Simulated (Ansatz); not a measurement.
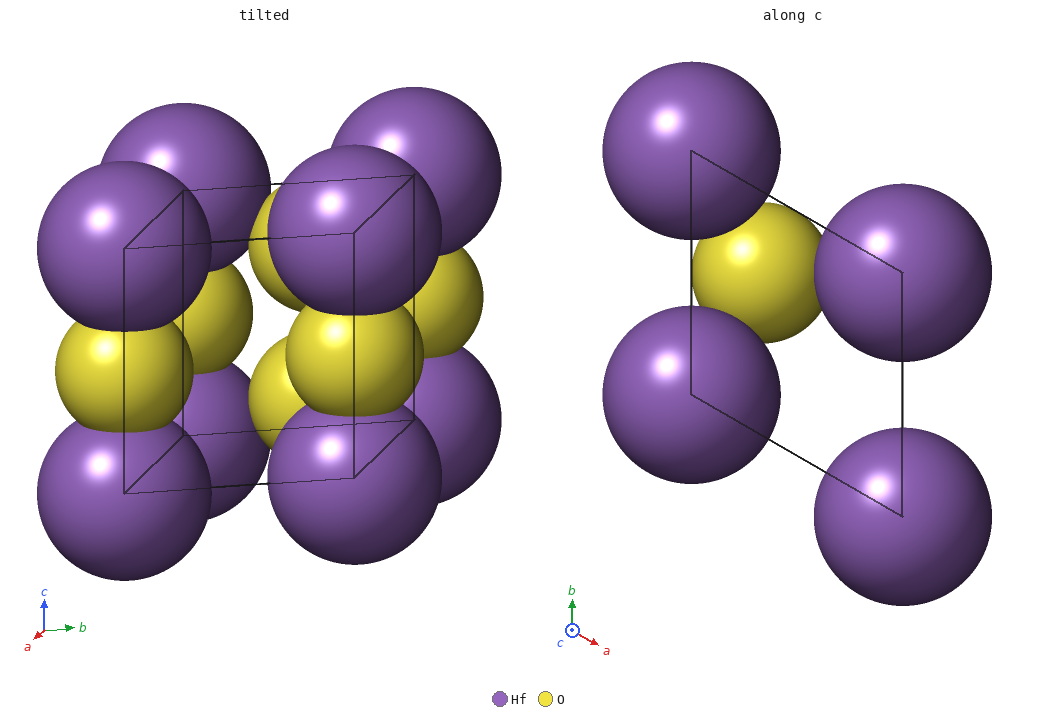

A space-filling rendering, viewed slightly off an axis and along the c axis. The outline marks the conventional unit cell. Cell: a = 3.83 Å, b = 3.83 Å, c = 4.06 Å, α = 90.00°, β = 90.00°, γ = 120.00°.

The model was built from a structure type filled with these elements by a generator (whether the compound takes this form wasn't checked). Earlier steps of the study, as a rule a relaxation of our own, may have changed the cell and positions, so they can lie some per cent off the listed ones. It went into a calculation with Ansatz.

Question: Describe the crystal.

Answer: The formula is HfO$_{3}$. It belongs to space group P-6m2 (No. 187) and has a primitive hexagonal lattice. Content of the cell: 1 Hf, 3 O (Z = 1).

Electronic-structure method: Ansatz 0.2.0, DFT PBE, scalar-relativistic, plane waves, PAW. Parameters: a cutoff energy of 420 eV, k-grid 12×12×10, Gaussian smearing of 0.01 eV, no spin polarisation.

Question: Is it conducting or gapped at this level?

Answer: A semiconductor at this level, with a gap of 0.27 eV, direct.

Question: What net charge does each kind of atom have (Bader)?

Answer: Hf +2.60 e; O -1.20 to -0.70 e.

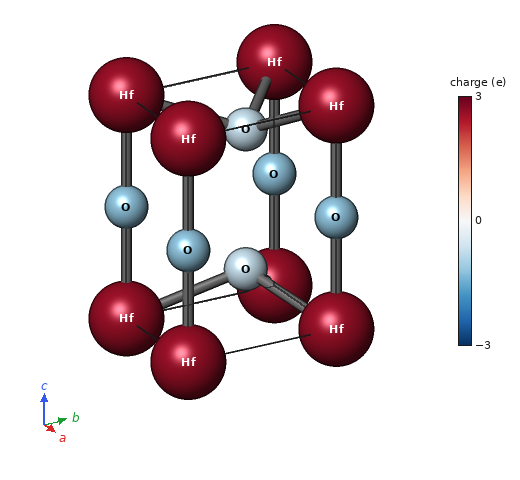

The atoms coloured by those charges. The run's cell of 4 atoms is drawn.

Question: Is the structure relaxed at this level of theory?

Answer: Yes. All forces vanish to within 0.01 eV/Å. The pressure is 0.0 GPa, close to zero.
